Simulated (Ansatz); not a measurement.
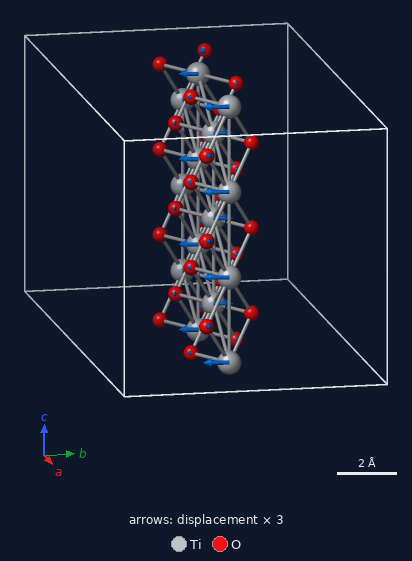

This is a relaxation of a wire of composition TiO$_{2}$. The starting structure is drawn; blue arrows show the displacements (the part carried along by the change of the cell is left out), magnified 3 times.

The picture is a ball-and-stick view of the 3 repeat of the cell, with the vacuum cut short, seen slightly off an axis.

Case: zigzag ribbon, 4 formula units a period, edge spins opposed.

Level of theory: Ansatz 0.2.0, DFT PBE, scalar-relativistic, plane waves, PAW.

Input
```yaml
crystal:
  lattice:
    - [18.5, 0.0, 0.0]
    - [0.0, 11.2, 0.0]
    - [0.0, 0.0, 2.9895007801]
  atoms:
    - { symbol: Ti, position: [0.2900824092, 0.5, 0.5], spin: 1.0 }
    - { symbol: Ti, position: [0.4300274697, 0.5, 1.0] }
    - { symbol: Ti, position: [0.5699725303, 0.5, 0.5] }
    - { symbol: Ti, position: [0.7099175908, 0.5, 1.0], spin: -1.0 }
    - { symbol: O, position: [0.2434340557, 0.5861352263, 0.0], spin: 1.0 }
    - { symbol: O, position: [0.3833791162, 0.5861352263, 0.5] }
    - { symbol: O, position: [0.5233241768, 0.5861352263, 0.0] }
    - { symbol: O, position: [0.6632692373, 0.5861352263, 0.5] }
    - { symbol: O, position: [0.3367307627, 0.4138647737, 0.0] }
    - { symbol: O, position: [0.4766758232, 0.4138647737, 0.5] }
    - { symbol: O, position: [0.6166208838, 0.4138647737, 0.0] }
    - { symbol: O, position: [0.7565659443, 0.4138647737, 0.5], spin: -1.0 }
basis:
  ecutwfc: 420
kpoints:
  mp_grid: { grid: [1, 1, 18] }
hamiltonian:
  xc: pbe
scf:
  occupations: { method: gaussian, width: 0.05 }
output:
  forces: true
  stress: true
  eigenvalues: true
  populations: true
  write_density: true
  write_potential: true
  elf: true
  volumetric_format: npy
magnetization:
  spin_polarized: true
relax:
  adjacent_minimum: "off"
  f_tol: 0.02
  max_steps: 45
  cell: { fix: [a, b, alpha, beta, gamma], stress_tol: 0.03 }
```

Launched with:
```bash
ansatz run input.yaml --threads 4 --pin off --max-ram 9216MiB --backend cpu --events-out ev --progress --plain --runs-dir out
```

**Atoms of which element are displaced furthest, and by how much?**

Titanium: up to 0.30 Å, against 0.08 Å for oxygen.

**What happened in the run?**

The largest moves relative to the layer's centre, 0.30 Å, are those of Ti1 and Ti4. By element the largest moves are Ti 0.30 Å, O 0.08 Å. Along the periodic axis the drawn cell goes c 8.969 → 8.910 Å (−0.7 %). Some distances before and after: Ti2–O7 1.977 → 2.167 Å, Ti1–O6 1.977 → 1.826 Å, Ti1–O5 1.977 → 1.840 Å, Ti1–O9 1.977 → 2.111 Å. Bond angles that change, for instance: Ti1–O5–Ti1 98.2° → 107.6°, Ti4–O8–Ti4 98.2° → 89.4°, Ti2–O6–Ti2 98.2° → 90.7°. Over 8 accepted moves (10 points after the start) the energy falls by 1.531 eV per cell of the calculation. Largest force component: 3.9 eV/Å at the start, 0.011 eV/Å at the end. The line search rejected the trial step at point 5 of the run. The SCF was repeated once at an unchanged geometry on a basis and grid sized afresh for the cell, which shifted the energy by 3.5 meV per cell of the calculation at most. The program noted that the starting moments weren't kept.
